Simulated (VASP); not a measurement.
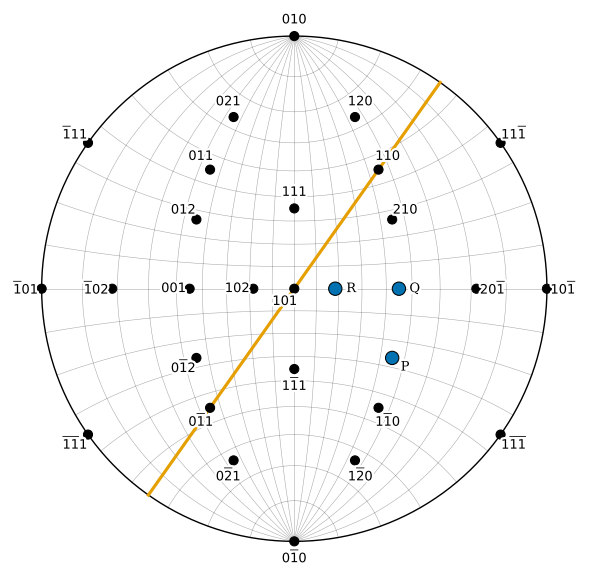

For GaP, an entry of the Crystallography Open Database, as set up for an electronic-structure calculation: stereographic projection of plane normals (upper hemisphere) centred on (1 0 1). Symmetry computed with spglib at a tolerance of 0.002 Å; standard conventional cell.

a = 5.451 Å, b = 5.451 Å, c = 5.451 Å, α = 90.00°, β = 90.00°, γ = 90.00°.

Index the poles marked P, Q, R.

P is (2 −1 0), 50.8° from the centre; Q is (1 0 0), 45.0° from the centre; R is (2 0 1), 18.4° from the centre.

Which zone does the coloured great circle trace?

The zone [1 −1 −1]: its poles satisfy h − k − l = 0.

What is the angle between the normals of (0 2 1) and (0 0 1), and what are their d_hkl = 1/|g|?

63.4°; d = 2.438 Å and 5.451 Å.
